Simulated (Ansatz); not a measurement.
**Run report: Mg87Zn21O108, single-point calculation (part 1 of 3)**

System: Mg87Zn21O108 (P1, 216 atoms in the cell).
Method: DFT, PBE, PAW, plane waves (Ansatz 0.2.0).

The structure was built on a prototype by a generator; it need not be a known phase.

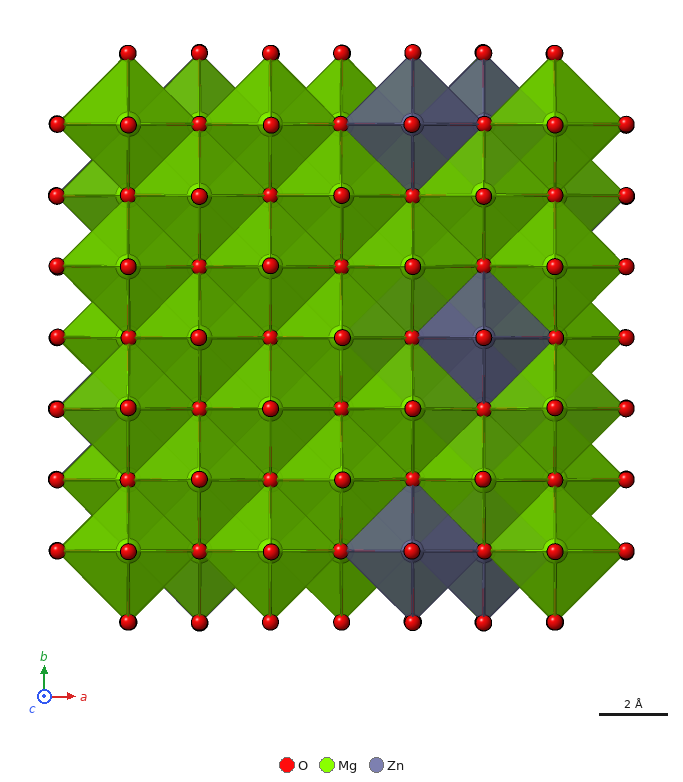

*The structure (polyhedral view of the cell of the calculation, along the c axis; polyhedra are completed across the faces of the cell).*

Input file:
```yaml
crystal:
  lattice:
    - [12.673364, 0.000000, 0.000000]
    - [0.000000, 12.673364, 0.000000]
    - [0.000000, 0.000000, 12.673364]
  atoms:
    - { symbol: O, position: [0.166833, 0.000175, 0.998145] }
    - { symbol: O, position: [0.166726, 0.000009, 0.333468] }
    - { symbol: O, position: [0.166755, 0.997701, 0.668536] }
    - { symbol: O, position: [0.166902, 0.333215, 0.000583] }
    - { symbol: O, position: [0.166724, 0.333463, 0.332938] }
    - { symbol: O, position: [0.166819, 0.334949, 0.667126] }
    - { symbol: O, position: [0.166748, 0.666230, 0.999927] }
    - { symbol: O, position: [0.166459, 0.666082, 0.333394] }
    - { symbol: O, position: [0.166410, 0.666760, 0.666957] }
    - { symbol: O, position: [0.497661, 0.000176, 0.000032] }
    - { symbol: O, position: [0.500020, 0.001995, 0.333549] }
    - { symbol: O, position: [0.499934, 0.999905, 0.666732] }
    - { symbol: O, position: [0.499611, 0.333444, 0.000367] }
    - { symbol: O, position: [0.499987, 0.333184, 0.333001] }
    - { symbol: O, position: [0.501875, 0.333326, 0.666968] }
    - { symbol: O, position: [0.499729, 0.666195, 0.000046] }
    - { symbol: O, position: [0.500005, 0.664566, 0.333186] }
    - { symbol: O, position: [0.498082, 0.666596, 0.666956] }
    - { symbol: O, position: [0.834776, 0.000039, 0.000527] }
    - { symbol: O, position: [0.833389, 0.999860, 0.335568] }
    - { symbol: O, position: [0.833246, 0.001383, 0.664697] }
    - { symbol: O, position: [0.833439, 0.331752, 0.002313] }
    - { symbol: O, position: [0.833226, 0.333128, 0.333373] }
    - { symbol: O, position: [0.831390, 0.333346, 0.664828] }
    - { symbol: O, position: [0.833230, 0.668163, 0.000301] }
    - { symbol: O, position: [0.833307, 0.666664, 0.333673] }
    - { symbol: O, position: [0.834735, 0.664966, 0.666593] }
    - { symbol: O, position: [0.999697, 0.166394, 0.998224] }
    - { symbol: O, position: [0.998151, 0.166403, 0.334993] }
    - { symbol: O, position: [0.997856, 0.164827, 0.667072] }
    - { symbol: O, position: [0.001698, 0.499906, 0.999942] }
    - { symbol: O, position: [0.997900, 0.499930, 0.333729] }
    - { symbol: O, position: [0.999708, 0.501686, 0.666951] }
    - { symbol: O, position: [0.999925, 0.833636, 0.000198] }
    - { symbol: O, position: [0.998341, 0.833402, 0.331310] }
    - { symbol: O, position: [0.001522, 0.833260, 0.668806] }
    - { symbol: O, position: [0.333271, 0.166373, 0.998340] }
    - { symbol: O, position: [0.335085, 0.166427, 0.335160] }
    - { symbol: O, position: [0.335278, 0.164588, 0.666728] }
    - { symbol: O, position: [0.333189, 0.500062, 0.998032] }
    - { symbol: O, position: [0.335027, 0.499930, 0.335307] }
    - { symbol: O, position: [0.333249, 0.502125, 0.666702] }
    - { symbol: O, position: [0.333093, 0.833386, 0.999989] }
    - { symbol: O, position: [0.333391, 0.833429, 0.333335] }
    - { symbol: O, position: [0.333218, 0.833273, 0.666781] }
    - { symbol: O, position: [0.666866, 0.168183, 0.999971] }
    - { symbol: O, position: [0.666839, 0.166506, 0.333500] }
    - { symbol: O, position: [0.666868, 0.166536, 0.666976] }
    - { symbol: O, position: [0.665031, 0.499822, 0.001785] }
    - { symbol: O, position: [0.666672, 0.499751, 0.333680] }
    - { symbol: O, position: [0.666531, 0.498134, 0.665047] }
    - { symbol: O, position: [0.666605, 0.831851, 0.000185] }
    - { symbol: O, position: [0.668387, 0.833425, 0.333160] }
    - { symbol: O, position: [0.664878, 0.835083, 0.666975] }
    - { symbol: O, position: [0.000256, 0.998327, 0.166918] }
    - { symbol: O, position: [0.998679, 0.001371, 0.500267] }
    - { symbol: O, position: [0.002056, 0.999811, 0.833161] }
    - { symbol: O, position: [0.999893, 0.335635, 0.166959] }
    - { symbol: O, position: [0.000300, 0.333242, 0.497934] }
    - { symbol: O, position: [0.001769, 0.333259, 0.835273] }
    - { symbol: O, position: [0.999915, 0.666299, 0.166753] }
    - { symbol: O, position: [0.000057, 0.664772, 0.499972] }
    - { symbol: O, position: [0.999751, 0.666663, 0.833683] }
    - { symbol: O, position: [0.335060, 0.997921, 0.167099] }
    - { symbol: O, position: [0.335161, 0.999762, 0.500017] }
    - { symbol: O, position: [0.333058, 0.999857, 0.833059] }
    - { symbol: O, position: [0.333403, 0.333492, 0.166987] }
    - { symbol: O, position: [0.333172, 0.333270, 0.498154] }
    - { symbol: O, position: [0.333195, 0.333094, 0.835121] }
    - { symbol: O, position: [0.333328, 0.668505, 0.167090] }
    - { symbol: O, position: [0.333140, 0.666735, 0.499712] }
    - { symbol: O, position: [0.333024, 0.666869, 0.833328] }
    - { symbol: O, position: [0.664689, 0.999677, 0.168877] }
    - { symbol: O, position: [0.666429, 0.999810, 0.500082] }
    - { symbol: O, position: [0.664776, 0.999866, 0.831534] }
    - { symbol: O, position: [0.666814, 0.333585, 0.166869] }
    - { symbol: O, position: [0.666469, 0.333133, 0.499758] }
    - { symbol: O, position: [0.664805, 0.331593, 0.833795] }
    - { symbol: O, position: [0.666664, 0.666449, 0.166896] }
    - { symbol: O, position: [0.666343, 0.666702, 0.498018] }
    - { symbol: O, position: [0.666598, 0.668252, 0.835144] }
    - { symbol: O, position: [0.166682, 0.168057, 0.165292] }
    - { symbol: O, position: [0.166692, 0.168547, 0.501125] }
    - { symbol: O, position: [0.166783, 0.166845, 0.834982] }
    - { symbol: O, position: [0.165057, 0.500149, 0.164899] }
    - { symbol: O, position: [0.166589, 0.499665, 0.502705] }
    - { symbol: O, position: [0.166689, 0.499789, 0.833112] }
    - { symbol: O, position: [0.166670, 0.830954, 0.164476] }
    - { symbol: O, position: [0.168105, 0.831315, 0.501731] }
    - { symbol: O, position: [0.166724, 0.832988, 0.833710] }
    - { symbol: O, position: [0.502328, 0.166613, 0.166446] }
    - { symbol: O, position: [0.500241, 0.166972, 0.500468] }
    - { symbol: O, position: [0.499925, 0.166569, 0.833407] }
    - { symbol: O, position: [0.501931, 0.499986, 0.166766] }
    - { symbol: O, position: [0.499953, 0.499748, 0.500492] }
    - { symbol: O, position: [0.497745, 0.499882, 0.833055] }
    - { symbol: O, position: [0.500212, 0.833172, 0.164524] }
    - { symbol: O, position: [0.500109, 0.833013, 0.502135] }
    - { symbol: O, position: [0.499887, 0.833311, 0.833595] }
    - { symbol: O, position: [0.831271, 0.168187, 0.166954] }
    - { symbol: O, position: [0.833150, 0.166878, 0.500276] }
    - { symbol: O, position: [0.833161, 0.166522, 0.833332] }
    - { symbol: O, position: [0.833153, 0.500207, 0.169229] }
    - { symbol: O, position: [0.833091, 0.499725, 0.500317] }
    - { symbol: O, position: [0.834636, 0.501172, 0.831651] }
    - { symbol: O, position: [0.833040, 0.831219, 0.166719] }
    - { symbol: O, position: [0.831319, 0.832975, 0.498497] }
    - { symbol: O, position: [0.833037, 0.831743, 0.835349] }
    - { symbol: Mg, position: [0.000553, 0.000461, 0.000589] }
    - { symbol: Mg, position: [0.001131, 0.000214, 0.333287] }
    - { symbol: Mg, position: [0.999972, 0.998591, 0.666491] }
    - { symbol: Mg, position: [0.999648, 0.333223, 0.001037] }
    - { symbol: Mg, position: [0.000406, 0.332936, 0.332246] }
    - { symbol: Mg, position: [0.999645, 0.666268, 0.999879] }
    - { symbol: Mg, position: [0.000018, 0.666557, 0.333798] }
    - { symbol: Mg, position: [0.000233, 0.667773, 0.666722] }
    - { symbol: Mg, position: [0.332383, 0.000189, 0.000267] }
    - { symbol: Mg, position: [0.332582, 0.000100, 0.333621] }
    - { symbol: Mg, position: [0.333141, 0.999136, 0.666277] }
    - { symbol: Mg, position: [0.333164, 0.333058, 0.001498] }
    - { symbol: Mg, position: [0.332843, 0.333202, 0.332181] }
    - { symbol: Mg, position: [0.333256, 0.666589, 0.999992] }
    - { symbol: Mg, position: [0.333262, 0.666500, 0.333497] }
    - { symbol: Mg, position: [0.332484, 0.667556, 0.666638] }
    - { symbol: Mg, position: [0.666397, 0.999772, 0.334277] }
    - { symbol: Mg, position: [0.666830, 0.000374, 0.666137] }
    - { symbol: Mg, position: [0.667202, 0.334558, 0.999778] }
    - { symbol: Mg, position: [0.666680, 0.333016, 0.333332] }
    - { symbol: Mg, position: [0.666712, 0.332759, 0.667345] }
    - { symbol: Mg, position: [0.666832, 0.665344, 0.000701] }
    - { symbol: Mg, position: [0.666464, 0.666911, 0.332599] }
    - { symbol: Mg, position: [0.166589, 0.166840, 0.000812] }
    - { symbol: Mg, position: [0.167624, 0.499720, 0.999425] }
    - { symbol: Mg, position: [0.166290, 0.500303, 0.667682] }
    - { symbol: Mg, position: [0.166746, 0.833006, 0.999405] }
    - { symbol: Mg, position: [0.167148, 0.832470, 0.667248] }
    - { symbol: Mg, position: [0.499984, 0.166536, 0.000000] }
    - { symbol: Mg, position: [0.500558, 0.167390, 0.333488] }
    - { symbol: Mg, position: [0.500757, 0.166489, 0.666837] }
    - { symbol: Mg, position: [0.498830, 0.499893, 0.000087] }
    - { symbol: Mg, position: [0.500384, 0.499018, 0.333303] }
    - { symbol: Mg, position: [0.500267, 0.500198, 0.666930] }
    - { symbol: Mg, position: [0.500034, 0.833387, 0.999250] }
    - { symbol: Mg, position: [0.499414, 0.833156, 0.667806] }
    - { symbol: Mg, position: [0.833237, 0.165129, 0.000060] }
    - { symbol: Mg, position: [0.832874, 0.166244, 0.333446] }
    - { symbol: Mg, position: [0.832700, 0.167632, 0.667097] }
    - { symbol: Mg, position: [0.832669, 0.500141, 0.334880] }
    - { symbol: Mg, position: [0.832903, 0.499029, 0.666246] }
    - { symbol: Mg, position: [0.832786, 0.834881, 0.001225] }
    - { symbol: Mg, position: [0.833558, 0.833249, 0.332651] }
    - { symbol: Mg, position: [0.167358, 0.000089, 0.833051] }
    - { symbol: Mg, position: [0.166906, 0.334134, 0.166986] }
    - { symbol: Mg, position: [0.166864, 0.333773, 0.500726] }
    - { symbol: Mg, position: [0.167461, 0.332833, 0.832963] }
    - { symbol: Mg, position: [0.166763, 0.665353, 0.166901] }
    - { symbol: Mg, position: [0.166377, 0.665879, 0.499654] }
    - { symbol: Mg, position: [0.166410, 0.666696, 0.833735] }
    - { symbol: Mg, position: [0.500071, 0.999689, 0.166874] }
    - { symbol: Mg, position: [0.500527, 0.999958, 0.499973] }
    - { symbol: Mg, position: [0.498991, 0.000152, 0.833451] }
    - { symbol: Mg, position: [0.499986, 0.333516, 0.166509] }
    - { symbol: Mg, position: [0.499740, 0.333206, 0.500228] }
    - { symbol: Mg, position: [0.499053, 0.333329, 0.833617] }
    - { symbol: Mg, position: [0.499904, 0.666583, 0.166865] }
    - { symbol: Mg, position: [0.499927, 0.666567, 0.499993] }
    - { symbol: Mg, position: [0.500270, 0.666267, 0.833308] }
    - { symbol: Mg, position: [0.833032, 0.999515, 0.500275] }
    - { symbol: Mg, position: [0.833270, 0.334183, 0.167584] }
    - { symbol: Mg, position: [0.833353, 0.332943, 0.499067] }
    - { symbol: Mg, position: [0.833271, 0.665702, 0.166768] }
    - { symbol: Mg, position: [0.833197, 0.667072, 0.500507] }
    - { symbol: Mg, position: [0.832636, 0.666315, 0.833289] }
    - { symbol: Mg, position: [0.000749, 0.167344, 0.501299] }
    - { symbol: Mg, position: [0.999541, 0.166822, 0.832257] }
    - { symbol: Mg, position: [0.999225, 0.500913, 0.166964] }
    - { symbol: Mg, position: [0.000076, 0.498835, 0.500284] }
    - { symbol: Mg, position: [0.000202, 0.499437, 0.833417] }
    - { symbol: Mg, position: [0.000398, 0.832771, 0.165870] }
    - { symbol: Mg, position: [0.999432, 0.833506, 0.834420] }
    - { symbol: Mg, position: [0.332572, 0.166617, 0.501155] }
    - { symbol: Mg, position: [0.333259, 0.166786, 0.832193] }
    - { symbol: Mg, position: [0.333163, 0.499751, 0.500943] }
    - { symbol: Mg, position: [0.332522, 0.499928, 0.832139] }
    - { symbol: Mg, position: [0.333063, 0.833250, 0.167174] }
    - { symbol: Mg, position: [0.333842, 0.833407, 0.499154] }
    - { symbol: Mg, position: [0.333171, 0.833124, 0.833754] }
    - { symbol: Mg, position: [0.666946, 0.166366, 0.166339] }
    - { symbol: Mg, position: [0.666758, 0.166961, 0.500059] }
    - { symbol: Mg, position: [0.667091, 0.165468, 0.834043] }
    - { symbol: Mg, position: [0.667460, 0.499751, 0.167519] }
    - { symbol: Mg, position: [0.666370, 0.499961, 0.499670] }
    - { symbol: Mg, position: [0.666454, 0.833552, 0.166450] }
    - { symbol: Mg, position: [0.665726, 0.832724, 0.500493] }
    - { symbol: Mg, position: [0.667068, 0.834363, 0.833364] }
    - { symbol: Zn, position: [0.998899, 0.333702, 0.666923] }
    - { symbol: Zn, position: [0.334601, 0.333476, 0.666511] }
    - { symbol: Zn, position: [0.666129, 0.999933, 0.999996] }
    - { symbol: Zn, position: [0.666333, 0.666585, 0.666662] }
    - { symbol: Zn, position: [0.166696, 0.166603, 0.332361] }
    - { symbol: Zn, position: [0.166524, 0.166842, 0.668187] }
    - { symbol: Zn, position: [0.166407, 0.499726, 0.333735] }
    - { symbol: Zn, position: [0.165588, 0.833136, 0.333194] }
    - { symbol: Zn, position: [0.501009, 0.833379, 0.333120] }
    - { symbol: Zn, position: [0.833708, 0.500138, 0.000264] }
    - { symbol: Zn, position: [0.832926, 0.832935, 0.666565] }
    - { symbol: Zn, position: [0.167504, 0.999581, 0.165514] }
    - { symbol: Zn, position: [0.166727, 0.999878, 0.501574] }
    - { symbol: Zn, position: [0.832269, 0.999591, 0.168526] }
    - { symbol: Zn, position: [0.833870, 0.998928, 0.832055] }
    - { symbol: Zn, position: [0.833175, 0.334096, 0.834219] }
    - { symbol: Zn, position: [0.998556, 0.166518, 0.166709] }
    - { symbol: Zn, position: [0.999989, 0.833177, 0.499963] }
    - { symbol: Zn, position: [0.334892, 0.165518, 0.166788] }
    - { symbol: Zn, position: [0.333634, 0.501306, 0.166988] }
    - { symbol: Zn, position: [0.666033, 0.499807, 0.833293] }
kpoints:
  mp_grid: { grid: [1, 1, 1] }
hamiltonian:
  xc: pbe
scf:
  occupations: { method: fermi_dirac, width: 0.01 }
output:
  forces: true
  eigenvalues: true
  populations: true
  eigenstates: { kpoints: [[0, 0, 0]], e_range: [-6.0, 6.0], localisation: true }
```

Run on 1 × NVIDIA GB300 Max-Q, 32 threads of Arm Neoverse-V2, 180 GiB of memory available, shared host.

Launch command:
```bash
ansatz run in.yaml --threads 32 --pin off --max-ram 171000MiB --runs-dir r --events-out ev --progress --plain --backend cuda --devices 0,
```

What the program printed:
```
Pseudopotentials: kind: paw
Functional definition: PBE
  parameter kappa = 0.804
  parameter beta = 0.06672455060314922
  exchange = pbe_x(kappa = kappa, mu = beta*pi^2/3)
  correlation = pbe_c(beta = beta)
Crystal: 216 atoms, lattice volume = 2035.522 Å³
Basis set: ecut = 420 eV, 39607 PW (Γ), exchange–correlation on 180×180×180 points (8 copies of the dense FFT grid, shifted against one another)
Bands: 1101, of which v1, the nominal top of the filled ones, is band 885 counted from 1 (884 counted from 0)
Symmetry: 1 space group operations
Space group: P1 (ITA 1), of the structure as read, at distance tolerance 1.3e-4 Å
```
